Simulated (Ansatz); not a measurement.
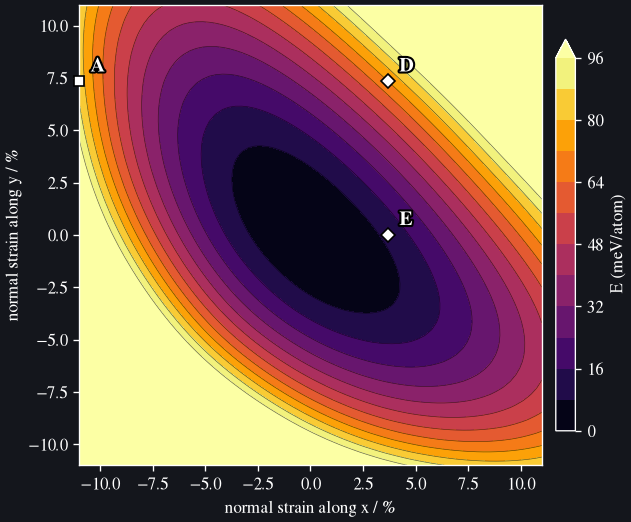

AlNi (P4/mmm, No. 123; 2 atoms in the cell). The energy is mapped over two homogeneous strains. Coordinates scanned: (1) normal strain along x; (2) normal strain along y. Nothing is relaxed (symmetry fixes all fractional coordinates). The grid has 7 × 7 points; 28 points were computed and 21 follow by symmetry. Points are written as (first, second). Energies are in meV/atom, from the lowest grid point. The runs have no spin polarisation; a magnetic state may lie lower. Level of theory: Ansatz 0.2.0, DFT PBEsol, scalar-relativistic, plane waves, PAW. Settings: cutoff 520 eV, k-mesh 16×16×16, gaussian smearing 0.15 eV, no spin polarisation.

In the figure: filled contours, one colour for all values above the top of the scale, lettered points. Between grid points the surface is interpolated.

Rank the lettered points by energy, lowest first.

Answer. E (10 meV/atom), D (72 meV/atom), A (85 meV/atom).

PAW datasets: the set soft_1.
